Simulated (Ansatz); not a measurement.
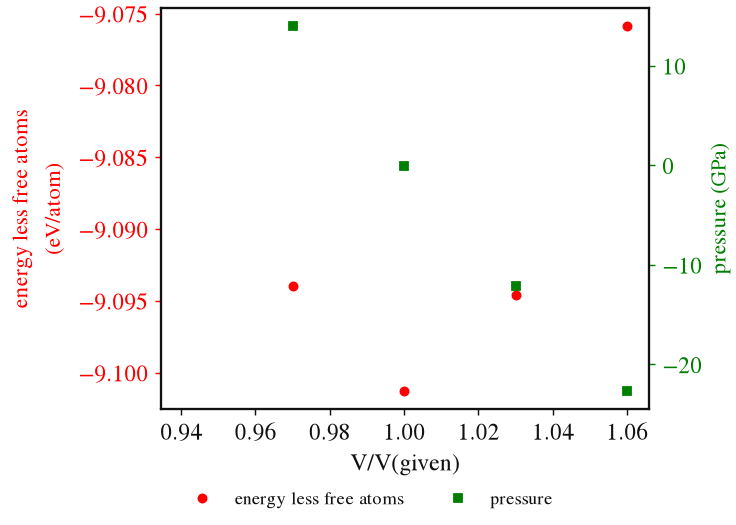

The picture above shows the energy less free atoms and pressure against V/V(given) for C, space group Fd-3m (No. 227).

Cell as given: a = 2.526 Å, b = 2.526 Å, c = 2.526 Å, α = 60.00°, β = 60.00°, γ = 60.00°; 2 atoms.

Method: periodic Kohn-Sham DFT of a crystal at fixed atoms, scaled to the stated factor times the given cell; pressure positive in compression, energy less spherical unpolarised free atoms (Ansatz 0.2.0). Level: PBE.

- method: all-electron LAPW
- relativity: scalar
- k mesh: 13×13×13
- occupations: Fermi–Dirac
- smearing width: 0.05 eV
- basis error target: 0.5 (meV/atom)
- nucleus: Gaussian

V(given) is 5.70 Å³/atom.

The point at V/V(given) 0.941 is left out of the plot. What does the calculation give there?

```
V/V(given)  energy less free atoms (eV/atom)  pressure (GPa)
     0.941                           -9.0713            29.7
```
